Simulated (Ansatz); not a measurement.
# What a change does: single-point calculation on SnO

System: SnO (P2₁, 8 atoms in the cell).
Method of run 1: DFT r2SCAN, scalar-relativistic, plane waves, PAW, no spin polarisation (Ansatz 0.2.0).

The structure derives from a Materials Project entry. Text and figures count atoms from 1; the logs count them from 0 in places.

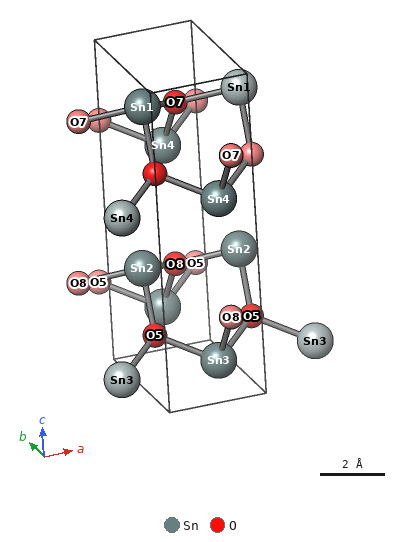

The structure (ball-and-stick view of the cell of the calculation, set on other vectors, seen at an oblique angle; neighbours outside the cell are drawn fainter; atoms are numbered from 1 in the order of the input).

**Input, run 1**
```yaml
crystal:
  lattice:
    - [0.0, 0.0, -4.22197]
    - [-3.355005, 0.0, 0.0]
    - [-0.671001, 11.348208, 0.0]
  atoms:
    - { symbol: Sn, position: [0.486856, -0.1731909, 0.8659545] }
    - { symbol: Sn, position: [0.486856, -0.0731909, 0.3659545] }
    - { symbol: Sn, position: [0.986856, 0.4731909, 0.1340455] }
    - { symbol: Sn, position: [0.986856, 0.3731909, 0.6340455] }
    - { symbol: O, position: [0.263143, -0.039125, 0.195625] }
    - { symbol: O, position: [0.263143, -0.139125, 0.695625] }
    - { symbol: O, position: [0.763143, 0.339125, 0.804375] }
    - { symbol: O, position: [0.763143, 0.439125, 0.304375] }
basis:
  ecutwfc: 500
kpoints:
  mp_grid: { grid: [6, 8, 3] }
hamiltonian:
  xc: r2scan
scf:
  occupations: { method: gaussian, width: 0.05 }
output:
  forces: true
  stress: true
  eigenvalues: true
```

Launched with:
```bash
ansatz run input.yaml --threads 2 --pin off --max-ram 5120MiB --backend cpu --events-out ev --progress --plain --runs-dir out
```

Hardware: 2 threads of Oxide Virtual Turin-like (Zen 5), 32 GiB of memory available, shared host.

**Output, shortened to warnings, some set-up lines, iterations and results (run 1)**
```
Basis set: ecut = 500 eV, 4063 PW (Γ), exchange–correlation on 128×100×360 points (64 copies of the dense FFT grid, shifted against one another)
Symmetry: 2 space group operations
k-points: 52 of 144 (time reversal used)
Initial density: superposition of atomic densities (neutral atoms: chi_scale 0, normalization atom), corrected by the library's trained network
[...]
SCF iter   1: F=—  HF=-26428.555690 eV  |F-HF|=—  |Δ(HF+E_count)|=         —  Δρ=7.10e-3  dr2=7.40e-2  dr2_τ=1.99e-1  ethr=1.77e-3  ⟨swp⟩=6.2  Hψ=9864  notcnv=0  defer=3
SCF iter   2: F=—  HF=-26428.666559 eV  |F-HF|=—  |Δ(HF+E_count)|=   1.11e-1  Δρ=4.24e-3  dr2=1.97e-2  dr2_τ=1.14e-3  ethr=9.26e-5  ⟨swp⟩=2.1  Hψ=4185  notcnv=0  defer=187
SCF iter   3: F=—  HF=-26428.667069 eV  |F-HF|=—  |Δ(HF+E_count)|=   5.10e-4  Δρ=7.78e-4  dr2=9.70e-4  dr2_τ=1.68e-4  ethr=2.47e-5  ⟨swp⟩=2.2  Hψ=4407  notcnv=0  defer=83
SCF iter   4: F=—  HF=-26428.667222 eV  |F-HF|=—  |Δ(HF+E_count)|=   1.53e-4  Δρ=3.81e-4  dr2=2.20e-4  dr2_τ=2.04e-5  ethr=1.21e-6  ⟨swp⟩=2.0  Hψ=3349  notcnv=0  defer=83
SCF iter   5: F=—  HF=-26428.667218 eV  |F-HF|=—  |Δ(HF+E_count)|=   4.48e-6  Δρ=1.26e-4  dr2=2.29e-5  dr2_τ=2.67e-6  ethr=2.75e-7  ⟨swp⟩=2.0  Hψ=3285  notcnv=0  defer=83
SCF iter   6: F=—  HF=-26428.667180 eV  |F-HF|=—  |Δ(HF+E_count)|=   3.80e-5  Δρ=6.11e-5  dr2=6.01e-6  dr2_τ=5.09e-7  ethr=2.86e-8  ⟨swp⟩=2.0  Hψ=3307  notcnv=0  defer=83
SCF iter   7: F=—  HF=-26428.667180 eV  |F-HF|=—  |Δ(HF+E_count)|=   1.77e-7  Δρ=2.00e-5  dr2=6.42e-7  dr2_τ=9.11e-8  ethr=7.51e-9  ⟨swp⟩=2.0  Hψ=3291  notcnv=0  defer=83
SCF iter   8: F=-26428.667180 eV  HF=-26428.667180 eV  |F-HF|=4.50e-8  |Δ(HF+E_count)|=   6.09e-8  Δρ=5.21e-6  dr2=3.58e-8  dr2_τ=2.09e-9  ethr=1.25e-10  ⟨swp⟩=10.3  Hψ=10450 …
SCF 1 converged in 8 iterations: F = -26428.667180 eV  dr2 = 3.58e-8
SCF converged after 8 iterations
Free energy (F): -26428.667180 eV
Harris-Foulkes:  -26428.667180 eV  (|F-HF|=4.50e-8)
Internal energy: -26428.667180 eV  (E = F + TS)
E sigma→0 (E₀):  -26428.667180 eV
Fermi energy:    7.942417 eV
--- Per-component energies (eV) ---
  E_band       = -567.095275
  E_kinetic    = 1443.849917
  E_local      = -6047.261805  (includes V_loc(G=0)·N_el)
  E_nonlocal   = 59.224353
  E_hartree    = 3180.226397
  E_xc         = -1790.778272
  E_vxc        = -837.553535  (∫ρ·V_xc dr)
  E_paw        = -17274.907312  (= ΣΔE_a)
  E_vpaw       = -1599.403815  (= ΣTr[D̂ρ^β])
  E_aug_tail   = 0.003979  (compensation charges beyond the density's cutoff)
  E_vtau       = 53.594955  (kinetic-family band-sum trace: ∫τ·v_τ [+ j·A + Jᵃ·Aᵃ] dr)
  E_ewald      = -6001.837953
  E_core_change = 2.813516  (= ΣΔE_core)
  E_smearing   = -0.000000  (= −TS)
  E_closure    = -0.000000  (closes the sum)
  Σ components = -26428.667180   (vs F -26428.667180, Δ=0.00e0)
--- Forces (eV/Å), atoms counted from 1 ---
  atom   1  Sn    -0.04569973    -0.61279822    -0.19582184
  atom   2  Sn     0.00572237    -0.59986058    -0.20618203
  atom   3  Sn     0.04569973     0.61279822    -0.19582184
  atom   4  Sn    -0.00572237     0.59986058    -0.20618203
  atom   5  O      0.00070551     0.14588902     0.19404368
  atom   6  O      0.01879638     0.17077264     0.20797539
  atom   7  O     -0.00070551    -0.14588902     0.19404368
  atom   8  O     -0.01879638    -0.17077264     0.20797539
  max |Σ_I F_I| component: 3.04e-5 eV/Å
--- Stress (GPa, compression-positive) ---
       -3.997414       0.068739       0.000000
        0.068738      -2.501940       0.000000
        0.000000       0.000000      -2.511206
  P = ⅓ Tr σ = -3.0035 GPa (-30.035 kbar)
```

The input of run 2 differs as follows (lines with − go, lines with + come):
```diff
-    - [-0.671001, 11.348208, 0.0]
+    - [-1.0065015, 11.348208, 0.0]
-    - { symbol: Sn, position: [0.486856, -0.1731909, 0.8659545] }
-    - { symbol: Sn, position: [0.486856, -0.0731909, 0.3659545] }
-    - { symbol: Sn, position: [0.986856, 0.4731909, 0.1340455] }
-    - { symbol: Sn, position: [0.986856, 0.3731909, 0.6340455] }
-    - { symbol: O, position: [0.263143, -0.039125, 0.195625] }
-    - { symbol: O, position: [0.263143, -0.139125, 0.695625] }
-    - { symbol: O, position: [0.763143, 0.339125, 0.804375] }
-    - { symbol: O, position: [0.763143, 0.439125, 0.304375] }
+    - { symbol: Sn, position: [0.486856, -0.25978635, 0.8659545] }
+    - { symbol: Sn, position: [0.486856, -0.10978635, 0.3659545] }
+    - { symbol: Sn, position: [0.986856, 0.45978635, 0.1340455] }
+    - { symbol: Sn, position: [0.986856, 0.30978635, 0.6340455] }
+    - { symbol: O, position: [0.263143, -0.0586875, 0.195625] }
+    - { symbol: O, position: [0.263143, -0.2086875, 0.695625] }
+    - { symbol: O, position: [0.763143, 0.2586875, 0.804375] }
+    - { symbol: O, position: [0.763143, 0.4086875, 0.304375] }
```

Predict how the results change.

With the same functional and potentials, run 2 lies 1.7 meV per atom higher. The number of SCF iterations is the same. The plane waves at Γ go from 4063 to 4077.

**Output, shortened to warnings, some set-up lines, iterations and results (run 2)**
```
Basis set: ecut = 500 eV, 4077 PW (Γ), exchange–correlation on 128×100×360 points (64 copies of the dense FFT grid, shifted against one another)
Symmetry: 2 space group operations
k-points: 52 of 144 (time reversal used)
Initial density: superposition of atomic densities (neutral atoms: chi_scale 0, normalization atom), corrected by the library's trained network
[...]
SCF iter   1: F=—  HF=-26428.543312 eV  |F-HF|=—  |Δ(HF+E_count)|=         —  Δρ=7.13e-3  dr2=7.79e-2  dr2_τ=1.98e-1  ethr=1.77e-3  ⟨swp⟩=6.3  Hψ=9920  notcnv=0  defer=2
SCF iter   2: F=—  HF=-26428.652932 eV  |F-HF|=—  |Δ(HF+E_count)|=   1.10e-1  Δρ=4.26e-3  dr2=1.98e-2  dr2_τ=1.17e-3  ethr=9.74e-5  ⟨swp⟩=2.1  Hψ=4190  notcnv=0  defer=182
SCF iter   3: F=—  HF=-26428.653565 eV  |F-HF|=—  |Δ(HF+E_count)|=   6.33e-4  Δρ=8.14e-4  dr2=1.07e-3  dr2_τ=1.55e-4  ethr=2.47e-5  ⟨swp⟩=2.1  Hψ=4398  notcnv=0  defer=130
SCF iter   4: F=—  HF=-26428.653745 eV  |F-HF|=—  |Δ(HF+E_count)|=   1.80e-4  Δρ=3.92e-4  dr2=2.29e-4  dr2_τ=2.35e-5  ethr=1.33e-6  ⟨swp⟩=2.0  Hψ=3354  notcnv=0  defer=130
SCF iter   5: F=—  HF=-26428.653740 eV  |F-HF|=—  |Δ(HF+E_count)|=   4.65e-6  Δρ=1.42e-4  dr2=2.81e-5  dr2_τ=3.46e-6  ethr=2.86e-7  ⟨swp⟩=2.0  Hψ=3308  notcnv=0  defer=130
SCF iter   6: F=—  HF=-26428.653699 eV  |F-HF|=—  |Δ(HF+E_count)|=   4.12e-5  Δρ=6.48e-5  dr2=6.70e-6  dr2_τ=6.28e-7  ethr=3.52e-8  ⟨swp⟩=2.0  Hψ=3295  notcnv=0  defer=130
SCF iter   7: F=—  HF=-26428.653699 eV  |F-HF|=—  |Δ(HF+E_count)|=   2.60e-7  Δρ=1.82e-5  dr2=5.66e-7  dr2_τ=7.80e-8  ethr=8.37e-9  ⟨swp⟩=2.0  Hψ=3295  notcnv=0  defer=130
SCF iter   8: F=-26428.653700 eV  HF=-26428.653700 eV  |F-HF|=5.47e-8  |Δ(HF+E_count)|=   1.22e-7  Δρ=5.40e-6  dr2=3.64e-8  dr2_τ=2.20e-9  ethr=1.25e-10  ⟨swp⟩=11.0  Hψ=10792 …
SCF 1 converged in 8 iterations: F = -26428.653700 eV  dr2 = 3.64e-8
SCF converged after 8 iterations
Free energy (F): -26428.653700 eV
Harris-Foulkes:  -26428.653700 eV  (|F-HF|=5.47e-8)
Internal energy: -26428.653700 eV  (E = F + TS)
E sigma→0 (E₀):  -26428.653700 eV
Fermi energy:    7.960790 eV
--- Per-component energies (eV) ---
  E_band       = -567.113157
  E_kinetic    = 1443.919464
  E_local      = -6049.838525  (includes V_loc(G=0)·N_el)
  E_nonlocal   = 59.231515
  E_hartree    = 3181.502865
  E_xc         = -1790.806475
  E_vxc        = -837.612179  (∫ρ·V_xc dr)
  E_paw        = -17274.922202  (= ΣΔE_a)
  E_vpaw       = -1599.425962  (= ΣTr[D̂ρ^β])
  E_aug_tail   = 0.004020  (compensation charges beyond the density's cutoff)
  E_vtau       = 53.604422  (kinetic-family band-sum trace: ∫τ·v_τ [+ j·A + Jᵃ·Aᵃ] dr)
  E_ewald      = -6000.557877
  E_core_change = 2.813516  (= ΣΔE_core)
  E_smearing   = -0.000000  (= −TS)
  E_closure    = 0.000000  (closes the sum)
  Σ components = -26428.653700   (vs F -26428.653700, Δ=0.00e0)
--- Forces (eV/Å), atoms counted from 1 ---
  atom   1  Sn    -0.05392120    -0.62515071    -0.19349509
  atom   2  Sn     0.00678848    -0.59277254    -0.21448943
  atom   3  Sn     0.05392120     0.62515071    -0.19349509
  atom   4  Sn    -0.00678848     0.59277254    -0.21448943
  atom   5  O      0.00409672     0.09991686     0.18964340
  atom   6  O      0.02140720     0.15007675     0.21836119
  atom   7  O     -0.00409672    -0.09991686     0.18964340
  atom   8  O     -0.02140720    -0.15007675     0.21836119
  max |Σ_I F_I| component: 4.01e-5 eV/Å
--- Stress (GPa, compression-positive) ---
       -4.000604       0.101991       0.000000
        0.101991      -2.458344       0.000000
        0.000000       0.000000      -2.359816
  P = ⅓ Tr σ = -2.9396 GPa (-29.396 kbar)
```

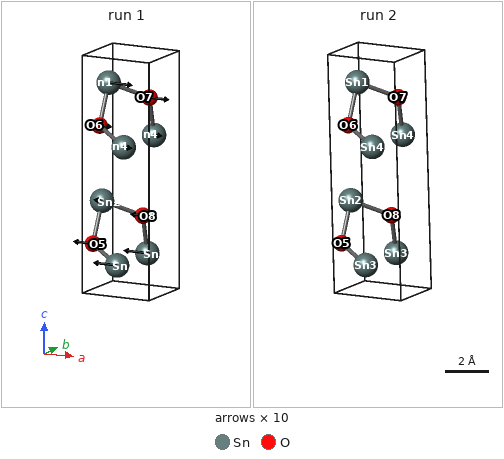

The two input geometries at one scale (ball-and-stick view of the cell of the calculation, set on other vectors, seen slightly off an axis). The black arrows on the first give the shifts of the atoms relative to the cell, with their mean removed, magnified 10 times. The largest moves relative to the cell, 0.12 Å, are those of Sn1 and Sn3. By element the largest moves are Sn 0.12 Å, O 0.10 Å. (The mean shift of all atoms is removed.) The drawn cell changes at constant volume: a stays at 3.355 Å, b stays at 4.222 Å, c 11.368 → 11.393 Å (+0.2 %), β 93.4° → 95.1°.

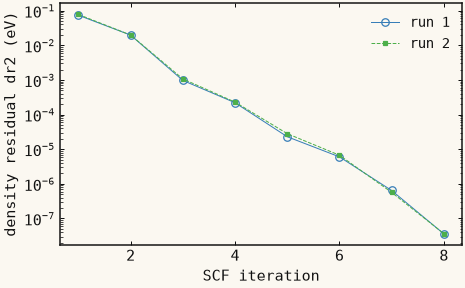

Convergence of the two runs: density residual dr2 against the SCF iteration. Run 1 takes 8 iterations in all, and run 2 takes 8.

**The two runs side by side**

| quantity | run 1 | run 2 |
| --- | --- | --- |
| outcome | converged | converged |
| free energy per atom (eV) | −3303.5834 | −3303.5817 |
| gap on the mesh (eV) | 1.70 | 1.69 |
| pressure (GPa) | −3.00 | −2.94 |
| largest force (eV/Å) | 0.645 | 0.657 |
| SCF iterations | 8 | 8 |
| irreducible k-points | 52 | 52 |
| plane waves at Γ | 4063 | 4077 |
| wall time (shared host) | 26 s | 28 s |
